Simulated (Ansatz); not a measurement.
**Geometry relaxation of Al4N5 (part 1 of 4)**

- system: Al4N5 (slab, 9 atoms in the cell)
- method: DFT LDA, scalar-relativistic, plane waves, PAW, PAW set soft_1, spin-polarised (Ansatz 0.2.0)

The structure derives from an entry of the Crystallography Open Database. The input holds or restrains some coordinates. Forces given for the steps count only the free coordinates. Figures and captions count atoms from 1; the log counts them from 0 in places.

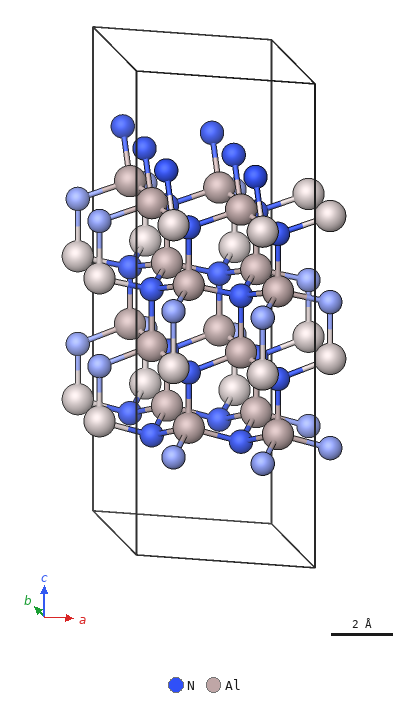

*The structure as given in the input (ball-and-stick view of the 2 × 2 repeat of the cell, with the vacuum cut short, seen slightly off an axis; neighbours outside the cell are drawn fainter). An atom can appear more than once, as a periodic image.*

Near neighbours in the periodic cell (some may lie outside the picture): N has 3 Al at 1.88 Å; Al has 4 N at 1.85 to 1.96 Å; N has 4 Al at 1.85 to 1.96 Å; N has 1 Al at 1.92 Å.

## Input
```yaml
crystal:
  lattice:
    - [3.0886572978, 0.0, 0.0]
    - [-1.5443286489, 2.6748556835, 0.0]
    - [0.0, 0.0, 23.441742346]
  atoms:
    - { symbol: "N", position: [0.3333333333, 0.6666666667, 0.1706357804] }
    - { symbol: Al, position: [0.6666666667, 0.3333333333, 0.1955203112] }
    - { symbol: "N", position: [0.6666666667, 0.3333333333, 0.2760679086] }
    - { symbol: Al, position: [0.3333333333, 0.6666666667, 0.3009524394] }
    - { symbol: "N", position: [0.3333333333, 0.6666666667, 0.3837737194] }
    - { symbol: Al, position: [0.6666666667, 0.3333333333, 0.4041582755] }
    - { symbol: "N", position: [0.6666666667, 0.3333333333, 0.4878740814] }
    - { symbol: Al, position: [0.3333333333, 0.6666666667, 0.5094221312] }
    - { symbol: "N", position: [0.3333333333, 1.0, 0.5785330903], spin: 3.0 }
basis:
  ecutwfc: 420
kpoints:
  mp_grid: { grid: [9, 9, 1] }
hamiltonian:
  xc: lda
  pseudopotentials: { kind: paw, azcp: { folder: soft_1 } }
scf:
  occupations: { method: gaussian, width: 0.05 }
output:
  forces: true
  eigenvalues: true
  populations: true
  write_density: true
  write_potential: true
  elf: true
  volumetric_format: npy
magnetization:
  spin_polarized: true
relax:
  adjacent_minimum: "off"
  f_tol: 0.025
  max_steps: 16
  constraints: [{ sites: [0, 1, 2, 3, 4, 5, 6, 7] }, { sites: [8], fix: xy }]
efield:
  axis: 3
  dipole_correction: true
  ramp_width: 0.04
```

Run on 1 thread of Arm Neoverse V2, 24 GiB of memory available, shared host.

Run as:
```bash
ansatz run input.yaml --threads 1 --pin off --max-ram 3072MiB --backend cpu --events-out ev --progress --plain --runs-dir out
```

## The program's output
```
Warning: [file] the record states the generating functional pbe (its physics header spells it `PBE`), which answers neither for hamiltonian.xc's functional nor for the lda family's — results may be inconsistent (PPs are generated against a specific XC)
Warning: [file] the record states the generating functional pbe (its physics header spells it `PBE`), which answers neither for hamiltonian.xc's functional nor for the lda family's — results may be inconsistent (PPs are generated against a specific XC)
Engine: ansatz 0.2.0, aarch64-unknown-linux-gnu
Pseudopotentials: kind: paw
Pseudopotential: N, paw, valence charge 5, recommended cutoff 420 eV (normal), [file]
Pseudopotential: Al, paw, valence charge 3, recommended cutoff 420 eV (normal), [file]
Functional definition: SPW92
  exchange = slater_x
  correlation = pw_c
Crystal: 9 atoms, lattice volume = 193.669 Å³
Basis set: ecut = 420 eV, 3787 PW (Γ)
Bands: 29, of which v1, the nominal top of the filled ones, is band 19 counted from 1 (18 counted from 0)
Symmetry: 1 space group operations
k-points: 41 of 81 (time reversal used)
Non-local potential: N, projectors of the file, l = 0: 2, l = 1: 2, l = 2: 1
Non-local potential: Al, projectors of the file, l = 0: 2, l = 1: 2, l = 2: 1
PAW form: soft (Blöchl's): semilocal exchange-correlation on the pseudo side does not see the compensation charge
PAW frozen core: N, regenerated for the run's functional, and the local potential with it (the file was generated under x = pbe(κ = 0.804, μ = 0.2195149727645171), c = pbe(β = 0.06672455060314922))
PAW frozen core: Al, regenerated for the run's functional, and the local potential with it (the file was generated under x = pbe(κ = 0.804, μ = 0.2195149727645171), c = pbe(β = 0.06672455060314922))
PAW one-centre angular grid: N, 110 points (default); XC on 64 Gauss nodes
PAW one-centre angular grid: Al, 110 points (default); XC on 64 Gauss nodes
Initial density: superposition of atomic densities (neutral atoms: chi_scale 0, normalization atom)
Starting moments: Σ|m| = 3 μB on 1 of 9 sites
Initial wavefunctions: pseudopotential atomic-orbital guess
Functional: x = slater, c = lda
```
